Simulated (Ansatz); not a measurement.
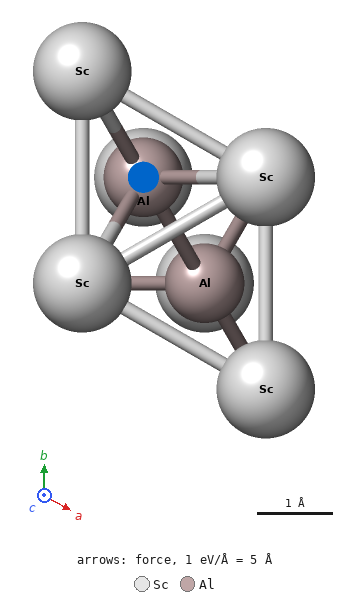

Starting geometry of crystalline ScAl$_{3}$ (a generated structure, set up in R-3m) (coarse preliminary run) with the computed forces as blue arrows. A ball-and-stick model of the conventional cell (3 times the calculation's cell), seen along the c axis. Lengths and directions refer to the drawn axes.

Level of theory: DFT PBE, scalar-relativistic, plane waves, PAW (Ansatz). (plane-wave cutoff 420 eV; k-point mesh 6 × 6 × 6; occupations gaussian; smearing width 0.1 eV; no spin polarisation; cell and atoms relaxed; force threshold 0.04 eV/Å; at most 70 steps)

**What follows when this structure is relaxed?**

It isn't relaxed: the largest force vector, on Al atoms, is 0.92 eV/Å. The atoms end up moving mostly along the starting forces (cosine between the two patterns 1.00). Over 4 accepted moves (5 points after the start) the energy falls by 0.428 eV per cell of the calculation. Largest force component: 0.92 eV/Å at the start, 0.0017 eV/Å at the end. The pressure goes from 11.92 to 0.07 GPa. The SCF was repeated once at an unchanged geometry on a basis and grid sized afresh for the cell, which shifted the energy by 6.0 meV per cell of the calculation at most. The largest moves relative to the cell, 0.091 Å, are those of Al atoms. Sc stays in place. Cell: a = b 2.848 → 3.019 Å (+6.0 %), c 27.901 → 28.284 Å (+1.4 %). Volume +13.9 %. Some distances before and after: Al–Al 2.848 → 3.019 Å, Sc–Sc 2.848 → 3.019 Å, Al–Sc 2.848 → 3.005 Å, Al–Al 2.848 → 2.859 Å. The space group stays R-3m (No. 166). Cost: 8.8 s on 1 thread of AMD EPYC 7R43 64-Core Processor (Zen 3), on a shared host, peak memory 0.43 GiB.
